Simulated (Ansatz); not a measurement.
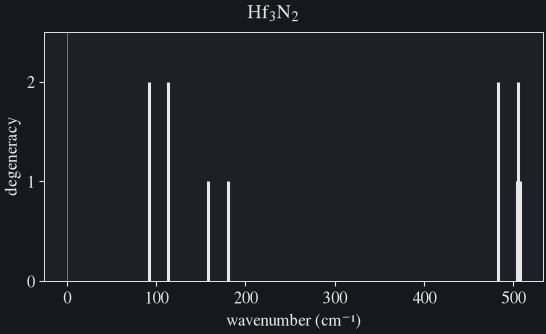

Plotted: zone-centre optical phonon frequencies (the three acoustic modes are left out) for Hf₃N₂, space group R-3m (No. 166).

Starting cell:
```
Hf N
1.0
     1.59661    0.92180    7.71004
    -1.59661    0.92180    7.71004
     0.00000   -1.84361    7.71004
Hf N
3 2
Direct
  0.77875 0.77875 0.77875
  0.22125 0.22125 0.22125
  0.00000 0.00000 0.00000
  0.61105 0.61105 0.61105
  0.38895 0.38895 0.38895
```

Method: harmonic phonon frequencies at the zone centre with atoms at rest in the given cell, without the long-range term of polar modes, the three translations left out, imaginary frequencies are negative; plane waves with PAW datasets, Γ-centred k mesh (Ansatz 0.2.0). Level: PBEsol, no spin polarisation.

wave cutoff 420 eV; k mesh 12×12×12; occupations Fermi–Dirac; smearing width 0.15 eV; pressure 0 GPa; phonon method linear response.

### Is the structure dynamically stable by these modes?

No frequency is imaginary, so the structure is stable to these displacements (zone-boundary modes weren't tested here).

### What is the highest frequency?

The highest mode lies at 507.5 cm⁻¹.

### List the optical modes with their degeneracies.

92.2 (×2), 113.1 (×2), 158.3, 180.9, 482.6 (×2), 503.8, 505.0 (×2), 507.5 cm⁻¹.

Keep in mind: metal sensitive to the k mesh.
